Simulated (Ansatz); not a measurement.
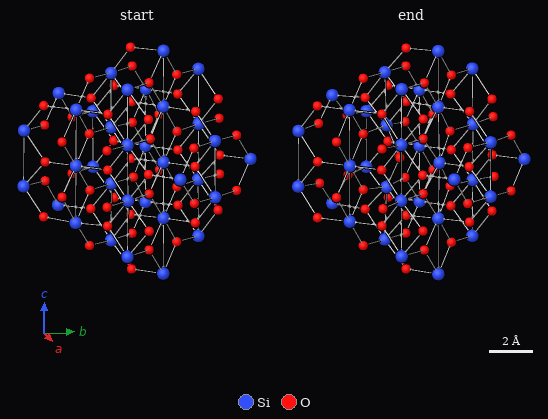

The structure of a defect cell of composition Si23O47 before (left) and after (right) a relaxation, at one scale.

The picture is a ball-and-stick view of the atoms within 5.8 Å of the atom that moves most (axes of the cell of the calculation (origin shifted)), seen slightly off an axis.

Theory: Ansatz, DFT, PBEsol, PAW, plane waves. Set-up: plane-wave cutoff 420 eV; k-point mesh 1 × 1 × 1; mesh shifted by (0.25, 0.25, 0.25); no spin polarisation; atoms relaxed in a fixed cell; force threshold 0.03 eV/Å; at most 80 steps.

Question: What changed between the two?

Answer: The energy falls by 3.980 eV per cell of the calculation in 8 geometry steps. The largest force component goes from 4.4 to 0.017 eV/Å. The atom that moves furthest is an O atom (0.28 Å along [−1 −1 0]). Largest moves by element: O 0.28 Å, Si 0.17 Å. The cell stays as it was. Some distances before and after: O–Si 1.847 → 2.243 Å, Si–Si 2.723 → 2.540 Å, O–Si 1.816 → 1.677 Å, O–Si 1.779 → 1.660 Å. Among the angles between lasting bonds that change: Si–O–Si 100.7° → 126.3°, O–Si–O 177.7° → 161.2°, O–Si–O 178.0° → 161.7°. The run took 10 s on 1 × NVIDIA GB300 Max-Q with 8 threads of Arm Neoverse-V2, peak memory 1.6 GiB.

Limits of the set-up: the periodic images lie only 8.0 Å apart, so the values are limited by the cell's size.
